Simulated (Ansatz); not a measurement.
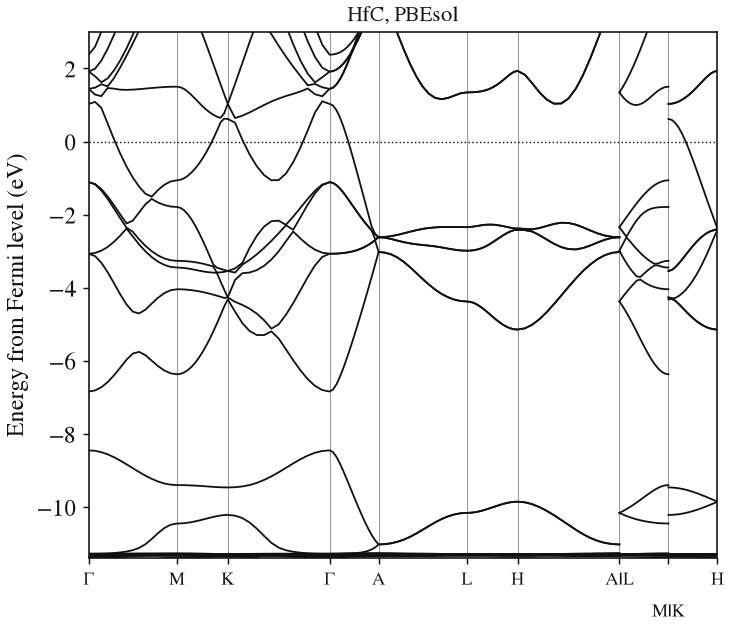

Describe the figure.

Band structure of NiAs-type HfC, space group P6_3/mmc (No. 194), 4 atoms in the cell (a = 3.343 Å, c = 5.203 Å (hexagonal axes)). Computed with Ansatz: PBEsol, Ansatz PAW, no spin polarisation, no spin-orbit coupling, 9×9×5 k mesh, 420 eV cutoff, Fermi-Dirac smearing of 0.05 eV. Energies are counted from the Fermi level.

A metal: 1 band crosses the Fermi level along this path. Bands cross the Fermi level on Γ–M, M–K, K–Γ, Γ–A and K–H, and not on A–L, L–H, H–A and L–M. At K the nearest levels lie 3.54 eV below and 0.62 eV above the Fermi level.

Spin-orbit coupling is left out, which matters for Hf. The PAW data sets were made with another functional. The cell is at −7 GPa in this functional. The usual form of HfC is rocksalt.
